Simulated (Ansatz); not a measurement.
System: AlNi2.

The calculation's input:

```
crystal:
  lattice:
    - [-1.9874494768, -3.4423634712, 0.0]
    - [1.9874494768, -3.4423634712, 0.0]
    - [0.0, 0.0, 9.812088858]
  atoms:
    - { symbol: Al, position: [0.6666666667, 0.6666666667, 0.0962894317] }
    - { symbol: Al, position: [0.6666666667, 0.6666666667, 0.5962894317] }
    - { symbol: Al, position: [0.3333333333, 0.3333333333, 0.4037105683] }
    - { symbol: Al, position: [0.3333333333, 0.3333333333, 0.9037105683] }
    - { symbol: Ni, position: [0.6666666667, 0.6666666667, 0.3437686339] }
    - { symbol: Ni, position: [0.6666666667, 0.6666666667, 0.8437686339] }
    - { symbol: Ni, position: [0.3333333333, 0.3333333333, 0.1562313661] }
    - { symbol: Ni, position: [0.3333333333, 0.3333333333, 0.6562313661] }
    - { symbol: Ni, position: [0.0, 1.0, 0.25] }
    - { symbol: Ni, position: [0.0, 1.0, 0.75] }
    - { symbol: Ni, position: [0.0, 0.0, 0.5] }
    - { symbol: Ni, position: [0.0, 0.0, 0.0] }
basis:
  ecutwfc: 420
kpoints:
  mp_grid: { grid: [14, 14, 5] }
hamiltonian:
  xc: pbesol
scf:
  occupations: { method: gaussian, width: 0.15 }
output:
  forces: true
  stress: true
  eigenvalues: true
  write_density: true
  write_potential: true
  elf: true
  volumetric_format: npy
```

Run with:

```sh
ansatz run input.yaml --threads 2 --pin off --max-ram 5120MiB --backend cpu --events-out ev --progress --plain --runs-dir out
```

Space group P-3m1; a structure from a database of computed crystals, not necessarily the ambient phase; computed without spin polarisation.

Computed with DFT PBEsol, scalar-relativistic, plane waves, PAW in Ansatz.

**Predict the valence pseudo-density and electron localisation function between the atoms.**

Al–Ni (2.43 Å): ρ is about 0.32 e/Å³ halfway; the ELF is about 0.35 at the midpoint.
Al–Ni (2.48 Å): ρ at the midpoint is about 0.3 e/Å³; the ELF is about 0.40 at the midpoint.

**Does the calculation give a band gap?**

It is metallic or semimetallic at this level of theory: no gap opens.

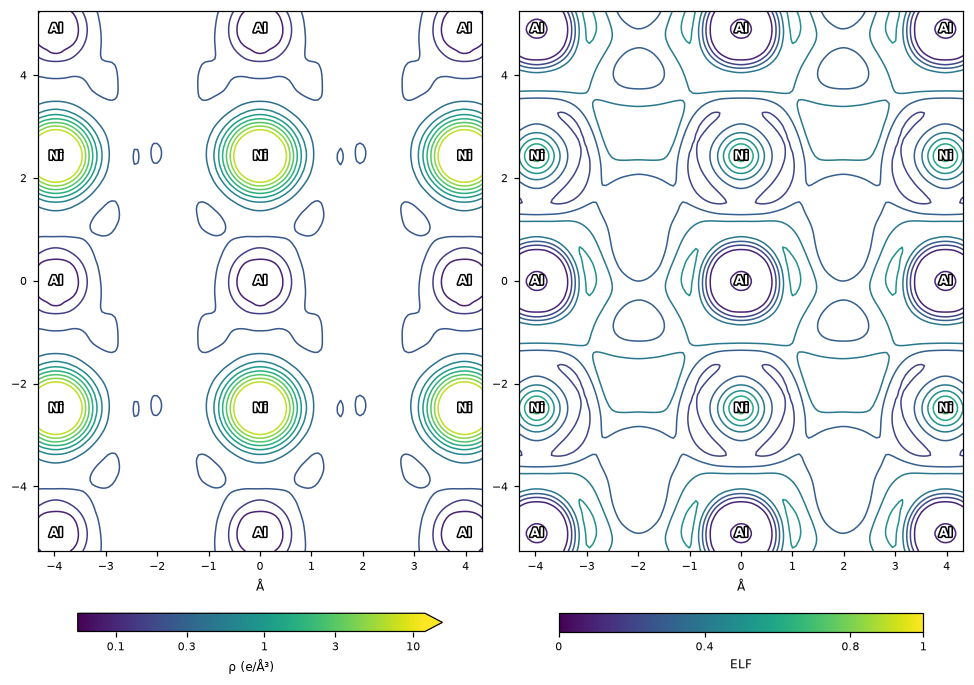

Computed valence pseudo-density and electron localisation function on the (100) plane of the calculation cell, in this order. 

In a PAW calculation such maps are meaningful between the atoms, not at the nuclei.
